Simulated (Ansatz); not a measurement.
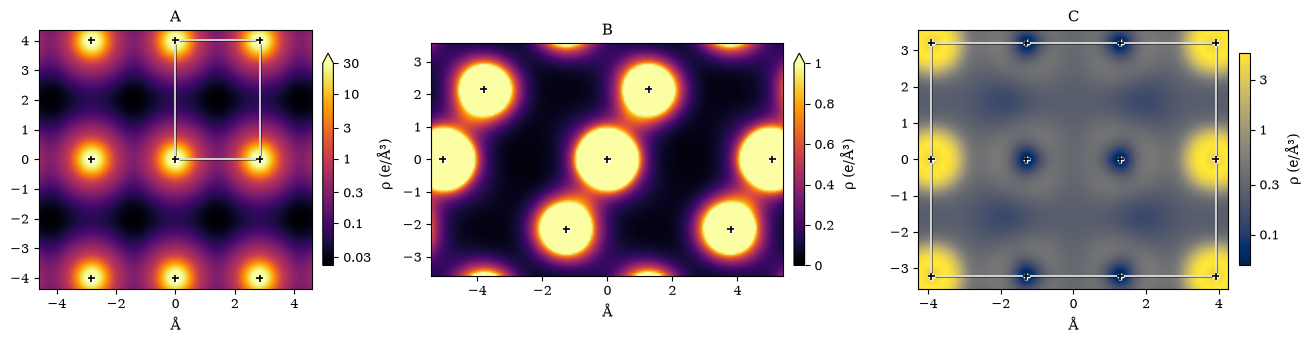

The valence electron density of 3 systems, each on a plane through atoms (crosses mark nuclei in the plane).

Computed with Kohn-Sham DFT of a periodic cell, PBE, Ansatz PAW in Ansatz 0.2.0.

System 1: Si₂W, the (110) plane of the conventional cell. Space group Fmmm; computed pressure about 3 GPa in this cell.

```yaml
crystal:
  lattice:
    - [3.19773, -3.19773, 0.00000]
    - [3.22987, 3.22987, 0.00000]
    - [0.00000, 0.00000, 7.82990]
  atoms:
    - { symbol: W, position: [0.00000, 0.00000, 0.00000] }
    - { symbol: W, position: [0.50000, 0.00000, 0.50000] }
    - { symbol: W, position: [0.50000, 0.50000, 0.00000] }
    - { symbol: W, position: [0.00000, 0.50000, 0.50000] }
    - { symbol: Si, position: [0.50000, 0.00000, 0.16530] }
    - { symbol: Si, position: [0.00000, 0.00000, 0.66530] }
    - { symbol: Si, position: [0.00000, 0.50000, 0.16530] }
    - { symbol: Si, position: [0.50000, 0.50000, 0.66530] }
    - { symbol: Si, position: [0.00000, 0.00000, 0.33470] }
    - { symbol: Si, position: [0.50000, 0.00000, 0.83470] }
    - { symbol: Si, position: [0.50000, 0.50000, 0.33470] }
    - { symbol: Si, position: [0.00000, 0.50000, 0.83470] }
```

System 2: Se, the (110) plane of the conventional cell. Space group Pm-3m; a structure from a database of computed crystals, not necessarily the ambient phase.

System 3: PtSe₂, the (110) plane of the conventional cell. Space group P-3m1; not relaxed (largest force 0.6 eV/Å); computed pressure about 7 GPa in this cell.

```yaml
crystal:
  lattice:
    - [3.72400, 0.00000, 0.00000]
    - [-1.86200, 3.22508, 0.00000]
    - [0.00000, 0.00000, 5.06200]
  atoms:
    - { symbol: Pt, position: [0.00000, 0.00000, 0.00000] }
    - { symbol: Se, position: [0.66667, 0.33333, 0.75000] }
    - { symbol: Se, position: [0.33333, 0.66667, 0.25000] }
```

Which map belongs to which system?

Answer. Panel A is system 2, Se: the plane holds Se. Se–Se (2.84 Å): ρ is about 0.3 e/Å³ halfway. Panel B is system 3, PtSe₂: the plane holds Pt and Se. Pt–Se (2.49 Å): the density is about 0.6 e/Å³ at the midpoint. Panel C is system 1, Si₂W: the plane holds W and Si. Si–W (2.62 Å): ρ is about 0.42 e/Å³ halfway.
